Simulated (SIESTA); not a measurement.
# Energy of MnS along an even scaling of the cell

System: MnS (Fm-3m, 2 atoms in the cell).
Method: Kohn-Sham DFT of a periodic cell, PBE, PseudoDojo 0.4 standard, converted to PSML, spin-polarised (SIESTA 5.4.2).

The 7 runs differ only in the geometry, by an even scaling of the cell at fixed fractional positions. The structure derives from an entry of the Crystallography Open Database.

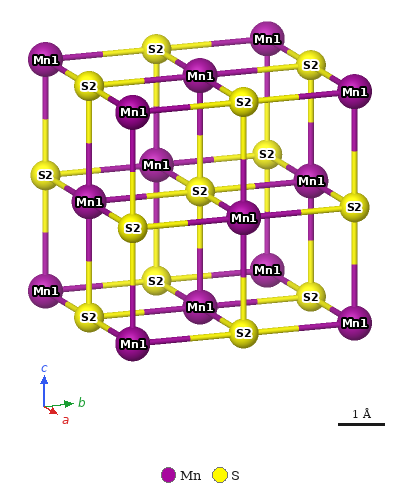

Figure 1. The structure of run 4 (ball-and-stick view of the cell 4 times as large as that of the calculation, set on its symmetry axes, seen slightly off an axis; atoms are numbered from 1 in the order of the input).

**Input of run 4**
```
SystemName                      MnS
SystemLabel                     MnS
NumberOfSpecies                 2
NumberOfAtoms                   2
%block ChemicalSpeciesLabel
  1  25 Mn
  2  16 S
%endblock ChemicalSpeciesLabel

UseStructFile                   true

%block kgrid.MonkhorstPack
    9   0   0  0.0
    0   9   0  0.0
    0   0   9  0.0
%endblock kgrid.MonkhorstPack
XC.Functional                   GGA
XC.Authors                      PBE
PAO.BasisSize                   DZP
PAO.EnergyShift                 0.002 Ry
Mesh.Cutoff                     800 Ry
Spin                            polarized
%block DM.InitSpin
    1   4.000
    2   0.000
%endblock DM.InitSpin
OccupationFunction              FD
ElectronicTemperature           0.05 eV
MaxSCFIterations                200
SCF.MustConverge                false
SCF.Mixer.Method                Pulay
SCF.Mixer.Weight                0.1
SCF.Mixer.History               10
SCF.DM.Tolerance                5.0e-05
SCF.H.Tolerance                 1.0e-03 eV
WriteForces                     true
Charge.Mulliken                 end
```

**File MnS.STRUCT_IN of run 4**
```
   0.0000000000     2.6045000000     2.6045000000
   2.6045000000     0.0000000000     2.6045000000
   2.6045000000     2.6045000000     0.0000000000
2
1  25    0.0000000000     0.0000000000     0.0000000000
2  16    0.5000000000     0.5000000000     0.5000000000
```

Command:
```bash
siesta MnS.fdf > MnS.out 2>&1
```

Run 6 differs from it as follows:
```diff
-   0.0000000000     2.6045000000     2.6045000000
-   2.6045000000     0.0000000000     2.6045000000
-   2.6045000000     2.6045000000     0.0000000000
+   0.0000000000     2.6387736672     2.6387736672
+   2.6387736672     0.0000000000     2.6387736672
+   2.6387736672     2.6387736672     0.0000000000
```

**Results, with one run withheld**

| run | volume per atom (Å³) | free energy per atom, from the lowest run given (meV) | pressure (GPa) |
| --- | --- | --- | --- |
| 1 | 16.607 | 4.36 | 2.34 |
| 2 | 16.961 | 0.63 | 1.02 |
| 3 | 17.314 | 0.00 | −0.41 |
| 4 | 17.667 | 2.08 | −1.44 |
| 5 | 18.021 | 6.43 | −2.53 |
| 6 | 18.374 | ? | ? |
| 7 | 18.727 | 22.09 | −4.51 |

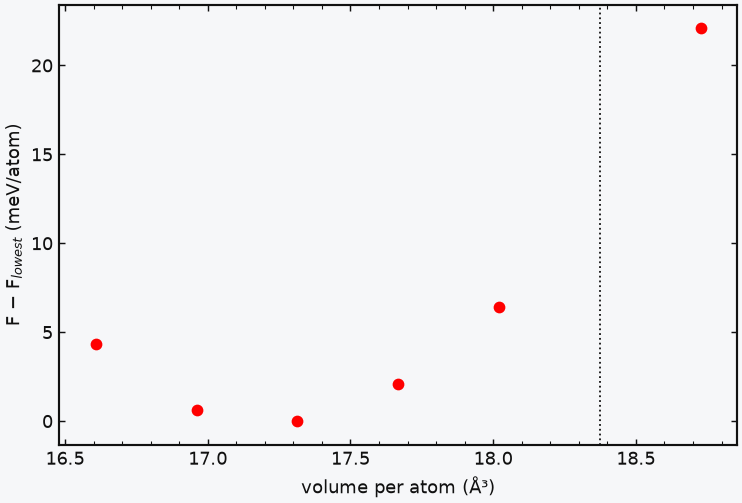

Figure 2. Free energy per atom of the runs given; the dotted line marks run 6.

Estimate the energy of run 6 from the others.

A cubic polynomial in V^(−2/3) (the Birch–Murnaghan form), fitted to the 6 runs given, misses them by at most 0.08 meV per atom. With x = V^(−2/3) − 0.14821 Å⁻², it reads F = 0.88825 − 1144 x + 3.3285e+05 x² − 7.7103e+05 x³ (meV per atom). At run 6 it gives 13.25 meV per atom, and the run itself gives 13.21. The slope of the fit gives a pressure −dF/dV of −3.55 GPa there, and the run prints −3.57 GPa. The fit has its minimum at 17.224 Å³ per atom, where V d²F/dV² gives 61.1 GPa: the bulk modulus at this level, since symmetry fixes the shape and the positions.

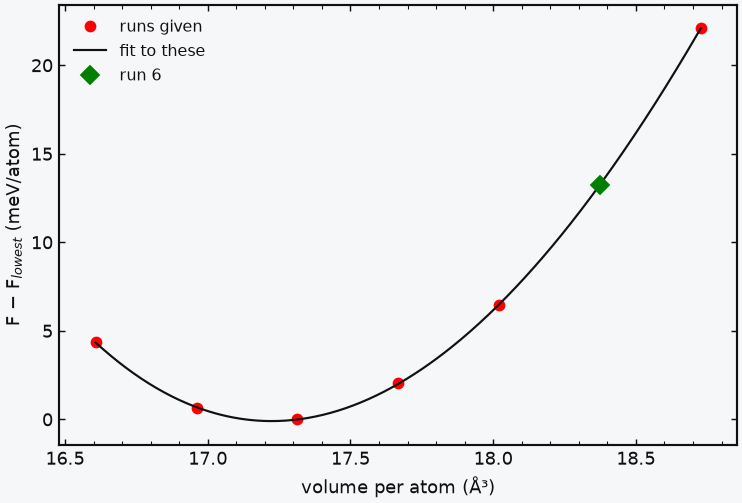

Figure 3. The fit and the withheld run.

**Some lines of the output (run 6)**
```
[...]
outcell: Cell volume (Ang**3)        :     36.7482
stepf: Fermi-Dirac step function
siesta: Etot    =     -3262.969325
siesta: FreeEng =     -3262.975073
        iscf     Eharris(eV)        E_KS(eV)     FreeEng(eV)     dDmax    Ef(eV) dHmax(eV)
siesta: E_KS(eV) =            -3264.7027
siesta: E_KS - E_eggbox =     -3264.7027
siesta: Etot    =     -3264.702716
siesta: FreeEng =     -3264.707444
siesta:         Fermi =      -4.096721
siesta: Cell volume =         36.748230 Ang**3
    Orbital volume contribution        =           1.728273 eV
```

Notes: With a small basis of atomic orbitals these values can differ much from converged plane-wave results.
